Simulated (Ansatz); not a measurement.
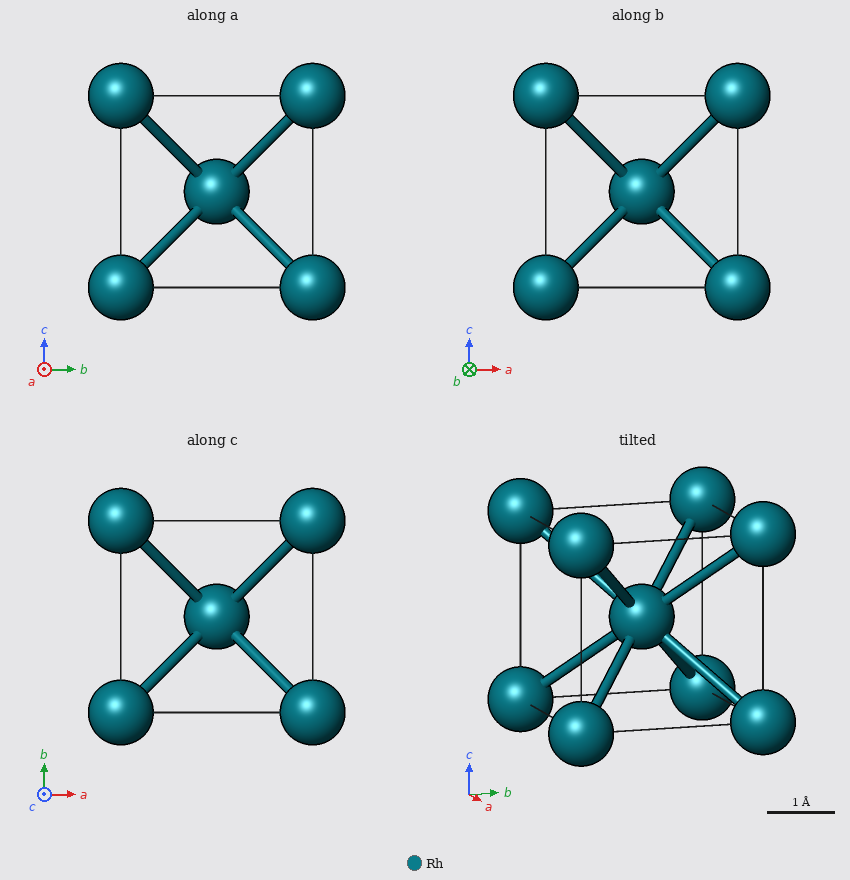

Shown here is a ball-and-stick view of the crystal, taken along the a axis, along the b axis, along the c axis and slightly off an axis. The conventional unit cell is outlined; an atom on or near a face, edge or corner is repeated at each equivalent position.

Lattice parameters: a = 2.9041 Å, b = 2.9041 Å, c = 2.9041 Å, α = 90.000°, β = 90.000°, γ = 90.000°.

**Record the structure as a CIF in P1 with every atom of the cell.**

```cif
data_structure
_symmetry_space_group_name_H-M 'P 1'
_symmetry_Int_Tables_number 1
_cell_length_a 2.9041
_cell_length_b 2.9041
_cell_length_c 2.9041
_cell_angle_alpha 90.000
_cell_angle_beta 90.000
_cell_angle_gamma 90.000
_cell_volume 24.49
loop_
_atom_site_label
_atom_site_type_symbol
_atom_site_fract_x
_atom_site_fract_y
_atom_site_fract_z
_atom_site_occupancy
Rh1 Rh 0.0000 0.0000 0.0000 1
Rh2 Rh 0.5000 0.5000 0.5000 1
```

The initial geometry was a structure type filled with this element by a generator (whether the element takes this form wasn't checked). Earlier steps of the study may have refined or changed the cell and positions. Ansatz was used for an electronic-structure calculation on it.

At this level of theory the cell isn't at rest (compressed, at 47 GPa), so its distances can differ from those at equilibrium, the more so the softer the solid.
